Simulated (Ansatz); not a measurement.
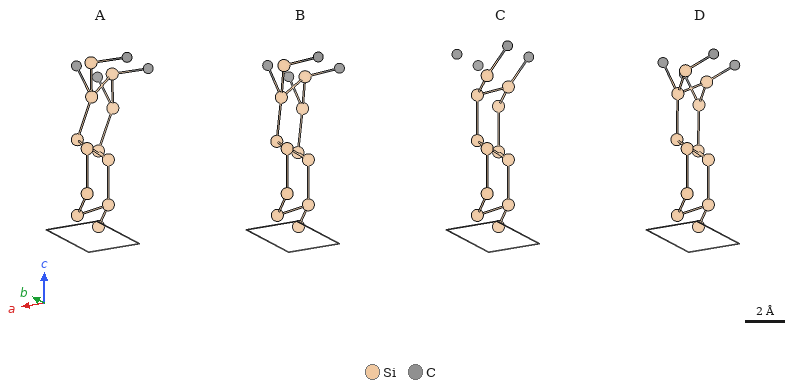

4 geometries from one constrained relaxation of a slab of composition Si6C (cut from the P6_3/mmc phase), in shuffled order. Style: ball-and-stick. Shown: the 1 × 2 repeat of the cell, outlined in the plane, without the vacuum, from a free direction.

Case: C put at a bridge Si-Si site. The slab is the (0 0 1) face of Si with C on it. 3 atoms are held fixed.

These are results of DFT PBEsol, scalar-relativistic, plane waves, PAW (Ansatz), not measurements. (plane-wave cutoff 420 eV; k-point mesh 9 × 9 × 1; occupations gaussian; smearing width 0.05 eV; collinear spin; dipole correction; atoms relaxed in a fixed cell; force threshold 0.03 eV/Å; at most 70 steps)

Put them in the order of the run, from the start to the converged end.

Answer. C, D, B, A. They are steps 0, 3, 5, 9, at +1.960 eV per cell of the calculation, +0.658 eV per cell of the calculation, +0.146 eV per cell of the calculation relative to the last. The C atom moves most: 1.24 Å at 58° to the normal (−c side). Largest moves by element: C 1.24 Å, Si 0.78 Å. The cell stays as it was. Among the contacts that change: C–Si 3.293 → 2.356 Å, Si–Si 2.308 → 3.142 Å, C–Si 2.453 → 1.863 Å, Si–Si 2.308 → 2.474 Å. New bonds form, among them: C–Si (2.45 → 1.86 Å). Bonds break, among them: Si–Si (2.31 → 3.14 Å). Bond angles that change, for instance: Si–Si–Si 106.9° → 129.4°, Si–Si–Si 109.0° → 129.5°, Si–Si–C 121.1° → 106.0°. The energy falls by 1.960 eV per cell of the calculation in 9 geometry steps. The largest force component goes from 1.9 to 0.011 eV/Å. The run may lie on a higher electronic state than the lowest, so the end point isn't shown to be the ground-state structure.

Limits of the set-up: the periodic images lie only 3.8 Å apart, so the values are limited by the cell's size.
